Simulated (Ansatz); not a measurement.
Ti (slab)

```cif
data_structure
_symmetry_space_group_name_H-M 'P 1'
_symmetry_Int_Tables_number 1
_cell_length_a 2.9385
_cell_length_b 5.5012
_cell_length_c 24.3018
_cell_angle_alpha 90.000
_cell_angle_beta 90.000
_cell_angle_gamma 105.490
_cell_volume 378.57
loop_
_atom_site_label
_atom_site_type_symbol
_atom_site_fract_x
_atom_site_fract_y
_atom_site_fract_z
_atom_site_occupancy
Ti1 Ti 0.78822 0.57643 0.30862 1
Ti2 Ti 0.05742 0.11484 0.32393 1
Ti3 Ti 0.40343 0.80686 0.40048 1
Ti4 Ti 0.67263 0.34526 0.41579 1
Ti5 Ti 0.01864 0.03728 0.49234 1
Ti6 Ti 0.28784 0.57569 0.50766 1
Ti7 Ti 0.63385 0.26771 0.58421 1
Ti8 Ti 0.90305 0.80611 0.59952 1
Ti9 Ti 0.24906 0.49813 0.67607 1
Ti10 Ti 0.51827 0.03653 0.69138 1
```

Not relaxed (largest force 0.4 eV/Å); computed without spin polarisation.

Computed with DFT PBE, scalar-relativistic, plane waves, PAW in Ansatz.

### Predict the valence pseudo-density and electron localisation function between the atoms.

Ti–Ti (2.94 Å): ρ is about 0.18 e/Å³ halfway; the ELF is about 0.25 at the midpoint: no shared electron pair shows on this line.

### Metal or insulator at this level of theory?

It is metallic or semimetallic at this level of theory: no gap opens.

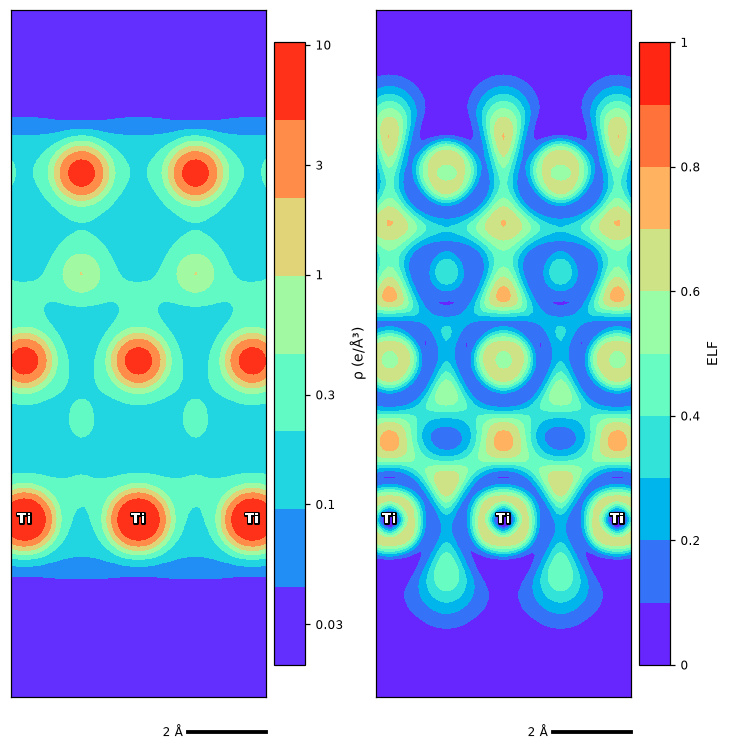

Computed valence pseudo-density and electron localisation function on the (010) plane of the calculation cell, a cut from vacuum to vacuum, in this order. Atoms just off the plane (Ti, 0.4 Å away) can leave unmarked features too.
